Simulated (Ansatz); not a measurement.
## Single-point calculation, with input and output: Al

System: Al (P6₃/mmc, 2 atoms in the cell).
Method: DFT PBE+D3(BJ), scalar-relativistic, plane waves, PAW, no spin polarisation (Ansatz 0.2.0).

The structure derives from a Materials Project entry.

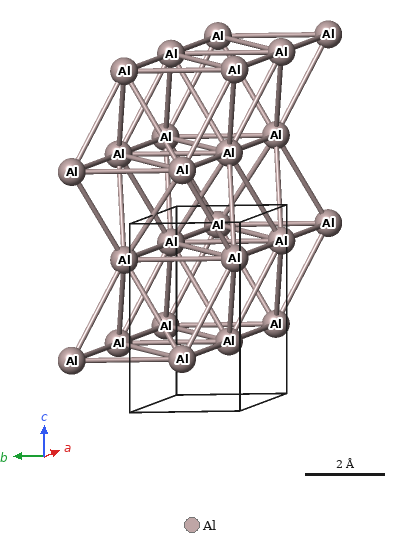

The structure (ball-and-stick view of the cell of the calculation, repeated 3 × 2 × 2, seen at an oblique angle). Near neighbours in the crystal (not all of them lie inside the picture): Al has 12 Al at 2.81 to 2.93 Å.

Key numbers:

```tsv
quantity	value
outcome	converged
space group (tolerance 0.01 Å)	P6₃/mmc (194)
electrons treated	6
free energy	−1075.5969 eV
Fermi energy	7.776 eV
gap on the k-point mesh	none (metallic)
pressure	−2.73 GPa
largest force (length of the vector)	under 0.001 eV/Å
hardware	4 threads of an x86-64 CPU, shared host
peak memory	0.44 GiB
```

The input:
```yaml
crystal:
  lattice:
    - [2.8124553515, 0.0, 0.0]
    - [-1.4062276757, 2.4356577814, 0.0]
    - [0.0, 0.0, 4.86685]
  atoms:
    - { symbol: Al, position: [0.66666667, 0.33333333, 0.75] }
    - { symbol: Al, position: [0.33333333, 0.66666667, 0.25] }
basis:
  ecutwfc: 420
kpoints:
  mp_grid: { grid: [9, 9, 4] }
hamiltonian:
  xc: pbe
  dispersion: d3bj
scf:
  occupations: { method: gaussian, width: 0.1 }
output:
  forces: true
  stress: true
  eigenvalues: true
```

Launch command:
```bash
ansatz run input.yaml --threads 4 --pin off --max-ram 5120MiB --backend cpu --events-out ev --progress --plain --runs-dir out
```

The program's output:
```
Engine: ansatz 0.2.0, x86_64-unknown-linux-gnu
Pseudopotentials: kind: paw
Pseudopotential: Al, paw, valence charge 3, recommended cutoff 420 eV (normal), Al.paw.azcp
Functional definition: PBE
  parameter kappa = 0.804
  parameter beta = 0.06672455060314922
  exchange = pbe_x(kappa = kappa, mu = beta*pi^2/3)
  correlation = pbe_c(beta = beta)
Crystal: 2 atoms, lattice volume = 33.339 Å³
Basis set: ecut = 420 eV, 665 PW (Γ), exchange–correlation on 40×40×72 points (8 copies of the dense FFT grid, shifted against one another)
Bands: 7, of which v1, the nominal top of the filled ones, is band 3 counted from 1 (2 counted from 0)
Symmetry: 24 space group operations
Space group: P63/mmc (ITA 194), of the structure as read, at distance tolerance 3.2e-5 Å
k-points: 36 of 324
Non-local potential: Al, projectors of the file, l = 0: 2, l = 1: 2, l = 2: 1
PAW form: soft (Blöchl's): semilocal exchange-correlation on the pseudo side does not see the compensation charge
PAW one-centre angular grid: Al, 110 points (default); XC on 64 Gauss nodes
Initial density: superposition of atomic densities (neutral atoms: chi_scale 0, normalization atom), corrected by the library's trained network
Initial wavefunctions: pseudopotential atomic-orbital guess
Functional: x = pbe(κ = 0.804, μ = 0.2195149727645171), c = pbe(β = 0.06672455060314922)
SCF iter   1: F=—  HF=-1075.597038 eV  |F-HF|=—  |Δ(HF+E_count)|=         —  Δρ=1.53e-3  dr2=9.03e-4  ethr=1.77e-3  ⟨swp⟩=5.4  Hψ=2136  notcnv=0
preconditioner: auto → none  [insulator: Δε(μ)=0.184 eV  Ē_g=8.986 eV  σ=0.100 eV  W_gap=0.61  n_scr=2 (ndim 8)  ℏωp=15.8 eV  f_vac=0.000  D(μ)=0.58/eV (n_scr^D=2)  ε∞_Penn≈4.1]
SCF iter   2: F=—  HF=-1075.596904 eV  |F-HF|=—  |Δ(HF+E_count)|=   1.34e-4  Δρ=6.51e-4  dr2=1.50e-4  ethr=1.50e-5  ⟨swp⟩=1.2  Hψ=549  notcnv=0
SCF iter   3: F=—  HF=-1075.596878 eV  |F-HF|=—  |Δ(HF+E_count)|=   2.61e-5  Δρ=4.25e-5  dr2=2.41e-7  ethr=2.51e-6  ⟨swp⟩=1.5  Hψ=284  notcnv=0
SCF iter   4: F=—  HF=-1075.596870 eV  |F-HF|=—  |Δ(HF+E_count)|=   8.45e-6  Δρ=6.21e-6  dr2=5.63e-9  ethr=4.01e-9  ⟨swp⟩=2.2  Hψ=352  notcnv=0
iter 5 did not close the SCF: its close was put off for the readings that it lacked (scf_convergence_deferred on its scf_iter line)
SCF iter   5: F=-1075.596870 eV  HF=-1075.596870 eV  |F-HF|=1.89e-11  |Δ(HF+E_count)|=   6.08e-9  Δρ=4.11e-7  dr2=5.89e-11  ethr=9.39e-11  ⟨swp⟩=2.0  Hψ=353  notcnv=0
SCF iter   6: F=-1075.596870 eV  HF=-1075.596870 eV  |F-HF|=2.27e-13  |Δ(HF+E_count)|=  1.14e-11  Δρ=3.91e-8  dr2=4.23e-13  ethr=1.00e-12  ⟨swp⟩=1.7  Hψ=908  notcnv=0
SCF 1 converged in 6 iterations: F = -1075.596870 eV  dr2 = 4.23e-13
  greatest PAW one-centre occupation: 0.457 electrons in one spin orbital (limit 2), on the Al atom at site 1 (counted from 0), in its partial waves of l = 0
```

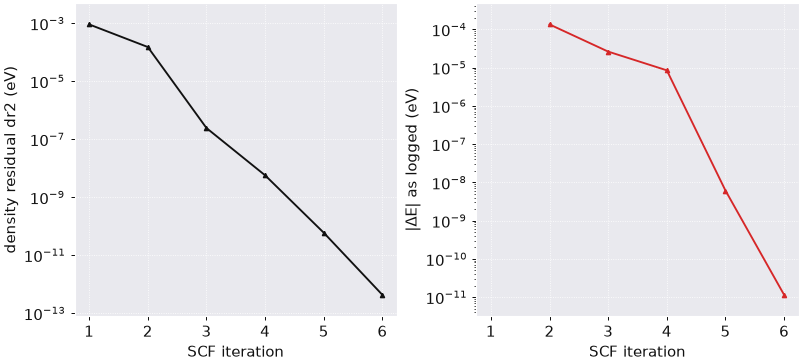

Convergence of the self-consistent field: density residual dr2 and size of the energy change against the SCF iteration. The residual falls at every step.

```
SCF converged after 6 iterations
Free energy (F): -1075.596870 eV
Harris-Foulkes:  -1075.596870 eV  (|F-HF|=2.27e-13)
Internal energy: -1075.593959 eV  (E = F + TS)
E sigma→0 (E₀):  -1075.595414 eV
Entropy (-TS):   -0.002911 eV (-1.455 meV/atom)
Fermi energy:    7.776290 eV
--- Per-component energies (eV) ---
  E_band       = 20.683244
  E_kinetic    = 45.204383
  E_local      = 19.265745  (includes V_loc(G=0)·N_el)
  E_nonlocal   = 20.863404
  E_hartree    = 0.211619
  E_xc         = -79.359460
  E_vxc        = -57.757138  (∫ρ·V_xc dr)
  E_paw        = -934.659407  (= ΣΔE_a)
  E_vpaw       = -7.316383  (= ΣTr[D̂ρ^β])
  E_aug_tail   = -0.000004  (compensation charges beyond the density's cutoff)
  E_ewald      = -146.454395
  E_disp       = -0.665844  (pairwise vdW)
  E_smearing   = -0.002911  (= −TS)
  E_closure    = 0.000000  (closes the sum)
  Σ components = -1075.596870   (vs F -1075.596870, Δ=0.00e0)
--- Forces (eV/Å), atoms counted from 1 ---
  atom   1  Al    -0.00000000     0.00000000    -0.00000000
  atom   2  Al     0.00000000    -0.00000000     0.00000000
  max |Σ_I F_I| component: 2.31e-18 eV/Å
--- Stress (GPa, compression-positive) ---
       -2.679426      -0.000000      -0.000000
       -0.000000      -2.679426      -0.000000
       -0.000000      -0.000000      -2.839020
  P = ⅓ Tr σ = -2.7326 GPa (-27.326 kbar)
--- Band table (eV; the first three rows and the last of 36) ---
  k-point 0: bands = ["-3.2242", "2.7719", "3.0124", "18.9139", "19.2514", "19.2514", "19.4328"]
  k-point 1: bands = ["-2.8347", "0.2441", "6.2331", "14.7446", "19.5404", "19.5404", "19.7432"]
  k-point 2: bands = ["-1.6724", "-1.6724", "10.2159", "10.2159", "20.2330", "20.2330", "20.2330"]
  k-point 35: bands = ["5.6975", "5.6975", "6.3596", "6.3596", "7.1009", "7.1009", "17.0513"]
```
